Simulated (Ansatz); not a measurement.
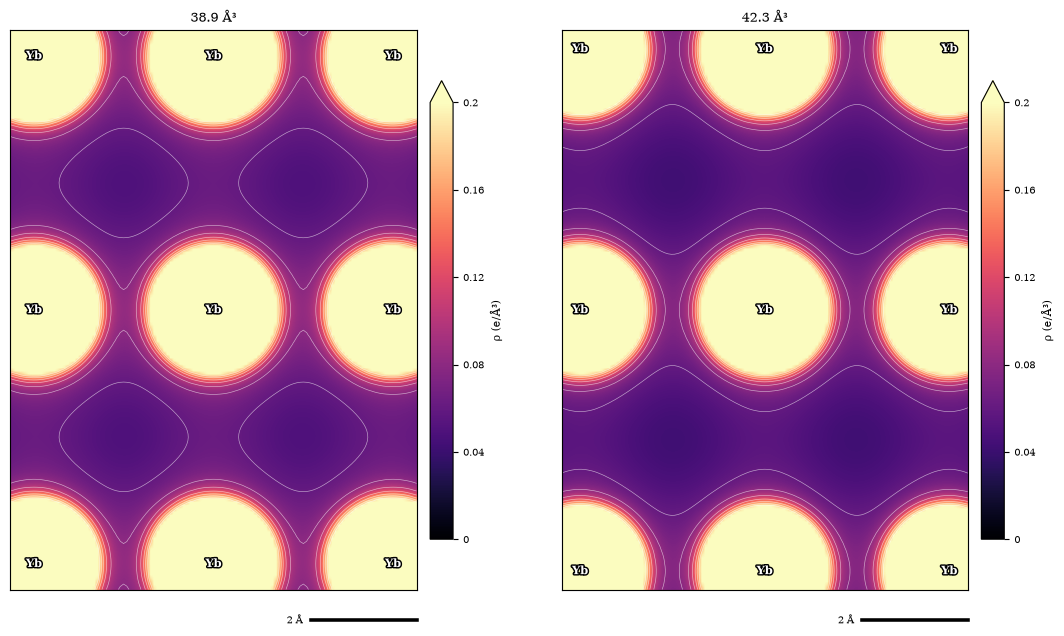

Yb. The valence pseudo-density of cells scaled evenly to different volumes (given per atom above each panel), on the (011) plane of each (indices in the axes of the cell below), at one length scale and on one colour scale.

A generated structure, not necessarily the stable one; computed without spin polarisation; no Hubbard U on the f states and no spin–orbit coupling.

All numbers below come from Ansatz 0.2.0, DFT, revPBE, plane waves (420 eV) with PAW, scalar-relativistic.

In a PAW calculation such maps are meaningful between the atoms, not at the nuclei.

The largest cell:

```
CELL_PARAMETERS angstrom
3.48328 0.00000 0.00000
0.00000 3.48328 0.00000
0.00000 0.00000 3.48328
ATOMIC_POSITIONS crystal
Yb 0.00000 0.00000 0.00000
```

| volume (Å³/atom) | Yb–Yb contact in the plane (Å) | ρ at its midpoint (e/Å³) | 
| --- | --- | --- |
| 38.88 | 3.388 | 0.083 | 
| 40.57 | 3.436 | ? | 
| 42.26 | 3.483 | 0.076 | 

**What values belong in the row with question marks?**

Over the known rows ln ρ falls by 0.93 per Å of Yb–Yb distance (the line through the two), which gives 0.079 e/Å³ at 3.436 Å; the calculation gives 0.080 e/Å³.
